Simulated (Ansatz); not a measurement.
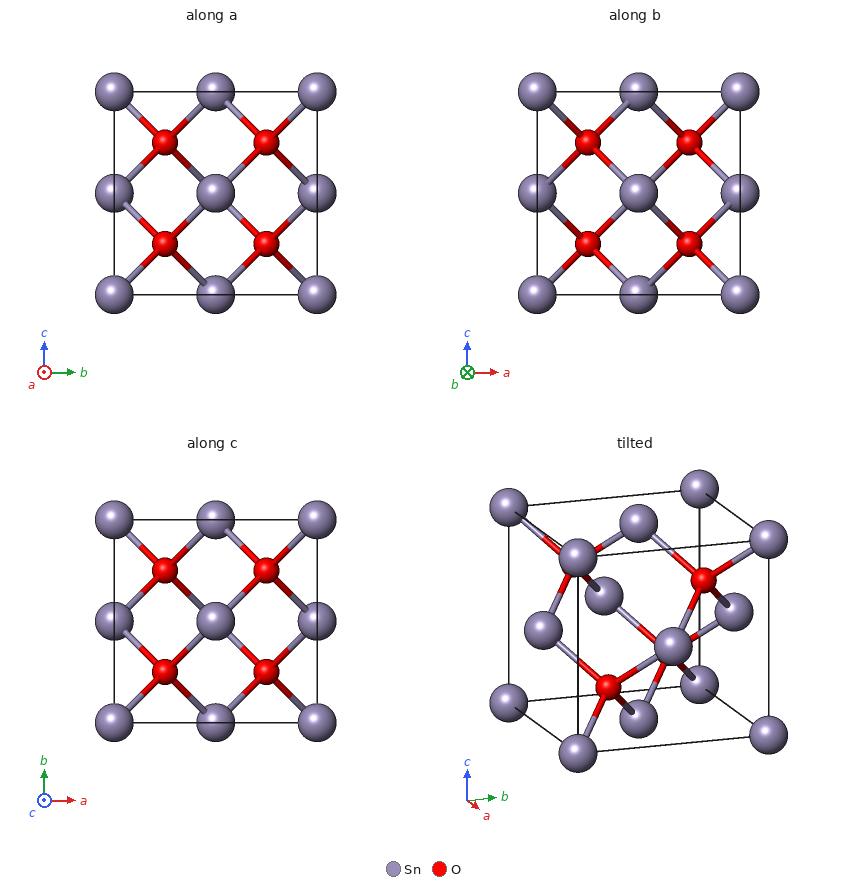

A ball-and-stick rendering, viewed along the a axis, along the b axis, along the c axis and slightly off an axis. The parallelepiped is the conventional unit cell.

Lattice parameters: a = 5.155 Å, b = 5.155 Å, c = 5.155 Å, α = 90.00°, β = 90.00°, γ = 90.00°. Put a along x and b in the xy plane.

Set out the cell and atoms as a POSCAR file.

Answer.
```
Sn O
1.0
     5.155    0.000    0.000
     0.000    5.155    0.000
     0.000    0.000    5.155
Sn O
4 4
Direct
  0.0000 0.0000 0.0000
  0.0000 0.5000 0.5000
  0.5000 0.0000 0.5000
  0.5000 0.5000 0.0000
  0.2500 0.2500 0.7500
  0.2500 0.7500 0.2500
  0.7500 0.2500 0.2500
  0.7500 0.7500 0.7500
```

Origin of the cell: a structure type filled with these elements by a generator (whether the compound takes this form wasn't checked). Earlier steps of the study may have refined or changed the cell and positions. It went into a calculation with Ansatz.

At this level of theory the cell isn't at rest (compressed, at 13 GPa), so its distances can differ from those at equilibrium, the more so the softer the solid.
